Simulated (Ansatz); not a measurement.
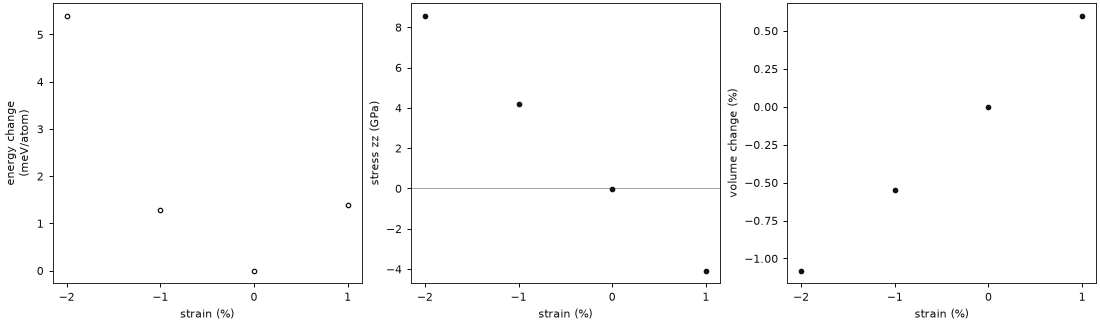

The plot gives the computed energy change, stress zz and volume change against strain for Co, space group P6_3/mmc (No. 194).

Cell as given: a = 2.456 Å, b = 2.456 Å, c = 3.970 Å, α = 90.00°, β = 90.00°, γ = 120.00°; 2 atoms.

Calculation (Ansatz 0.2.0): energy, stress and cell of a relaxed crystal along a series of strains, atoms and what the cell freedom names relaxed within the symmetry; stress is positive in compression; plane waves with PAW datasets, Γ-centred k mesh; energies extrapolated to zero smearing. Level: PBEsol, collinear spin. The state reached is ferromagnetic.

| setting | value |
| --- | --- |
| wave cutoff | 420 eV |
| k mesh | 24×24×14 |
| occupations | Gaussian |
| smearing width | 0.1 eV |
| strain kind | uniaxial along c |
| cell freedom | lengths a and b free, angles held |

Does the undistorted structure sit at the bottom of the curve?

Answer. Yes: the energy rises on both sides of the starting structure, which is therefore a minimum along this path.

What does the stress zz do across the range?

Answer. It falls from 8.58 GPa at strain −2 % to −4.08 GPa at 1 %, and changes sign near 0 %.
